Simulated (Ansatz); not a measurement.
```
CELL_PARAMETERS angstrom
-2.42129 0.00000 0.00000
0.00000 0.00000 -7.06704
0.00000 -12.89190 0.00000
ATOMIC_POSITIONS crystal
Cu 0.00000 0.00000 0.50000
O 0.00000 0.58756 0.50000
O 0.00000 0.41243 0.50000
Cu 0.00000 0.00000 0.00000
O 0.00000 0.58756 0.00000
O 0.00000 0.41243 0.00000
```

Space group Pmmm; a structure from a database of computed crystals, not necessarily the ambient phase; not relaxed (largest force 0.7 eV/Å); spin-polarised.

All numbers below come from DFT PBE, scalar-relativistic, plane waves, PAW in Ansatz 0.2.0.

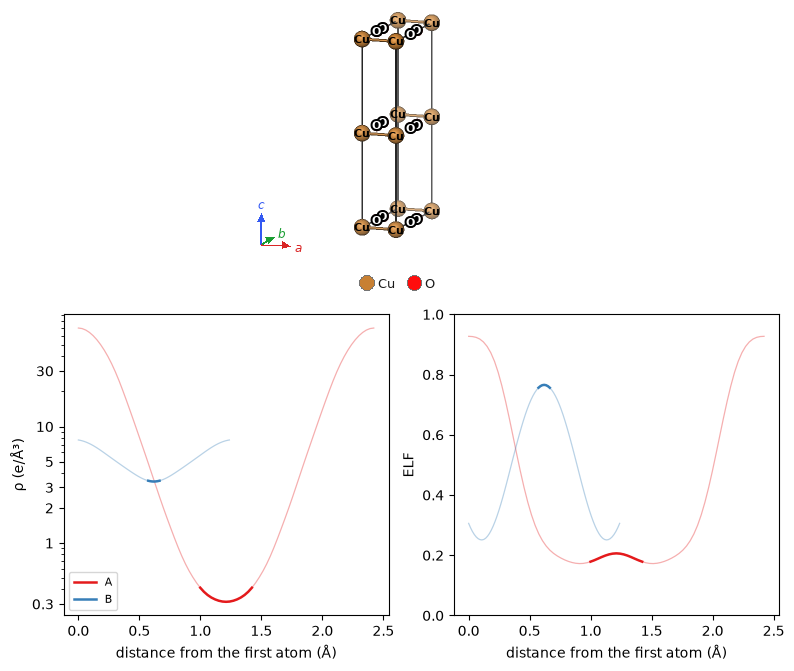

CuO2. Valence electron density and electron localisation function along straight lines between neighbouring atoms. Thin, pale parts lie inside the atomic spheres. The structure is drawn too.

In a PAW calculation such maps are meaningful between the atoms, not at the nuclei.

**Which curve belongs to which contact (Cu–Cu and O–O)? The first atom named is at distance zero.**

Curve A: Cu–Cu (2.42 Å): ρ at the midpoint is about 0.31 e/Å³; the ELF is about 0.20 at the midpoint (no shared electron pair shows on this line). Curve B: O–O (1.24 Å): ρ is about 3.4 e/Å³ halfway; the ELF peaks at about 0.75 between the atoms.
